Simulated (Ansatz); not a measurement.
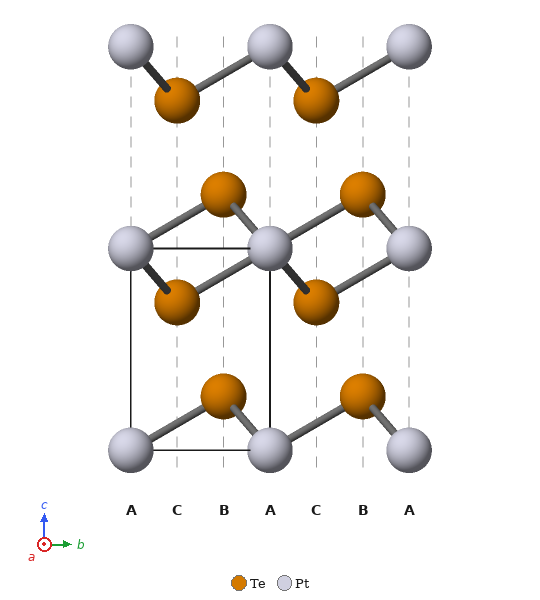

Projection along an edge of the hexagonal mesh, stacking direction c upwards. The dashed lines mark the three columns A (0, 0), B (1/3, 2/3) and C (2/3, 1/3). The sequence starts with the first layer at or above the cell's origin.

Te2Pt (space group P-3m1, No. 164): coordinates from a relaxation with DFT PBE+D3(BJ), scalar-relativistic, plane waves, PAW in Ansatz.

### Give the sequence of layers in one repeat, with element and column.

Pt(A) – Te(B) – Te(C) (three layers in 5.09 Å).

### How are the Te layers alone stacked?

Te layers alone: BC, the hexagonal type.

### Which positions between or in the Te layers do the other atoms fill?

Pt: one octahedral site, counted in one hexagonal cell. One of the two gaps between Te layers is empty, 2.37 Å wide.

### What short polytype symbol fits?

Polytype symbol 1T, the symbol of a layered MX2 polytype (number of slabs in the repeat and lattice).

Heights of the layers:

```json
{"layer": "1", "atoms (column)": "Pt(A)", "height (Å)": "0.00", "to next (Å)": "1.36"}
{"layer": "2", "atoms (column)": "Te(B)", "height (Å)": "1.36", "to next (Å)": "2.37"}
{"layer": "3", "atoms (column)": "Te(C)", "height (Å)": "3.73", "to next (Å)": "1.36"}
```
